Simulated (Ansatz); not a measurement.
System: MoSe.

The calculation's input:

```
crystal:
  lattice:
    - [0.0, 2.8314484773, 2.8314484773]
    - [2.8314484773, 0.0, 2.8314484773]
    - [2.8314484773, 2.8314484773, 0.0]
  atoms:
    - { symbol: Mo, position: [0.0, 0.0, 0.0], spin: 1.02 }
    - { symbol: Se, position: [0.2535317612, 0.2535317612, 0.2464682388] }
basis:
  ecutwfc: 500
  ecutrho_ratio: 4
kpoints:
  mp_grid: { grid: [10, 10, 10] }
hamiltonian:
  xc: r2scan
scf:
  occupations: { method: gaussian, width: 0.05 }
output:
  forces: true
  stress: true
  eigenvalues: true
  populations: true
  write_density: true
  write_potential: true
  elf: true
  volumetric_format: npy
magnetization:
  spin_polarized: true
checkpoint:
  read: start.run
  write: ck
  compress: false
  write_wavefunctions: false
  write_every: 100000
```

Command:

```sh
ansatz run input.yaml --threads 2 --pin off --max-ram 2662MiB --backend cpu --events-out ev --progress --plain --runs-dir out
```

Below, planes, directions and counts refer to the conventional cell (a = 4.00 Å, b = 4.00 Å, c = 5.66 Å, α = 90.00°, β = 90.00°, γ = 90.00°).

Space group Imm2; started from the zincblende prototype, which need not be the ambient phase; changed on purpose from its base cell (atom 2 (Se) moved 0.02 A along z); spin-polarised.

Theory: DFT r2SCAN, scalar-relativistic, plane waves, PAW (Ansatz).

> What can the converged valence pseudo-density, electron localisation function and spin density tell about the bonding?

Mo–Se (2.46 Å): ρ at the midpoint is about 0.58 e/Å³; the ELF is about 0.45 at the midpoint.
The spin density sits on Mo: +0.9 μB (×2) in one cell of 4 atoms: parallel main moments, as they must be, since the calculation's own cell holds one magnetic site. The cell of the calculation (2 atoms) carries 1.3 μB of net spin moment.

> Does the calculation make it a metal, or give it a gap?

It is gapless in this calculation (a metal or semimetal); semilocal functionals without U, or without the true magnetic order, often close the gap of such compounds.

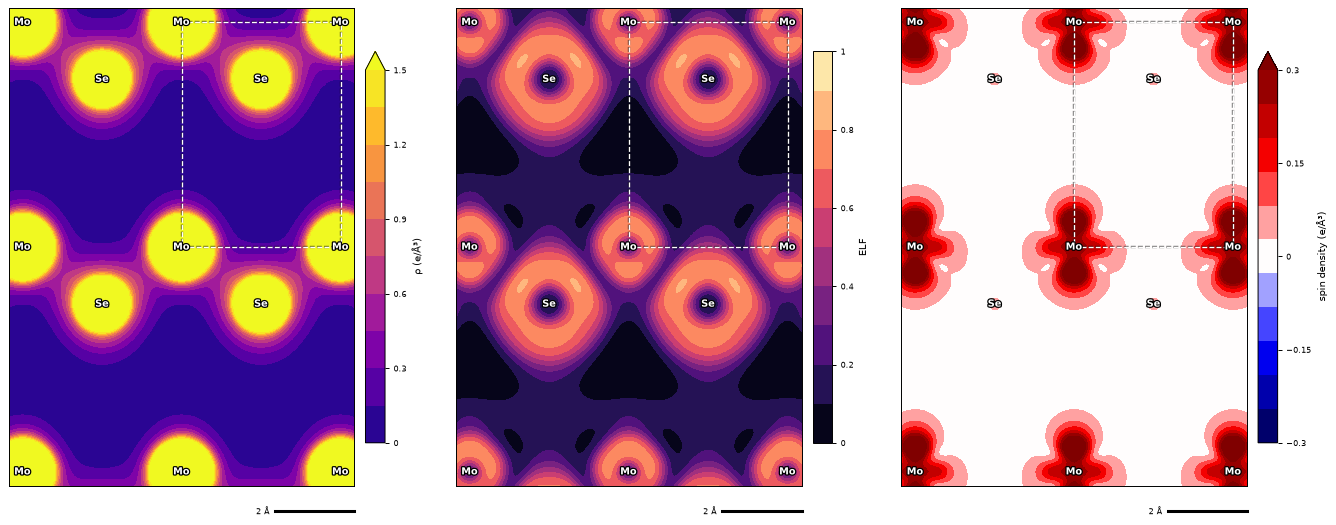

Computed valence pseudo-density, electron localisation function and spin density on the (010) plane of the conventional cell, in this order. 

In a PAW calculation such maps are meaningful between the atoms, not at the nuclei.
